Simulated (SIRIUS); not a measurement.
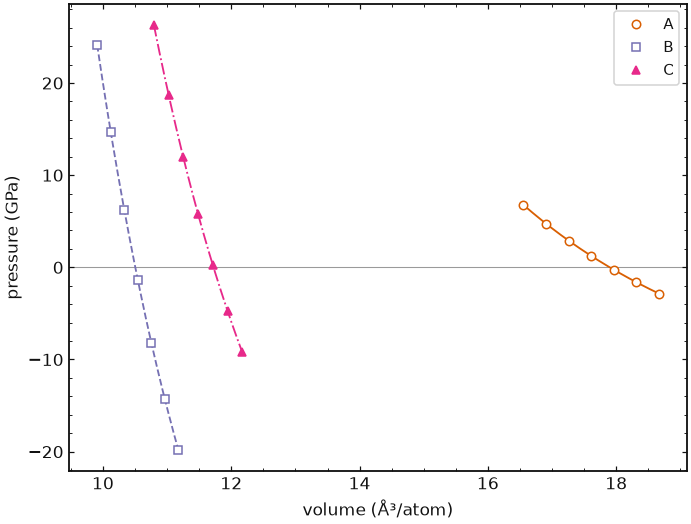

Plotted: pressure against volume, with one curve for each compound, for HfN, MgS and WC (all in space group Fm-3m (No. 225)). The labels are replaced by letters.

Computed with SIRIUS 7.10.0: plane-wave DFT, no spin polarisation; energies at scaled volumes of the given cell, shape and fractions fixed, counted from the fit's minimum, third-order Birch-Murnaghan fit. Level: PBE.

- occupations: Fermi–Dirac
- smearing width: 0.05 eV
- potentials: dojo sr pbe 0.4.1 standard

### Which letter stands for which compound?

A: MgS; B: WC; C: HfN.

Limits of the calculation: coarse k mesh (HfN).
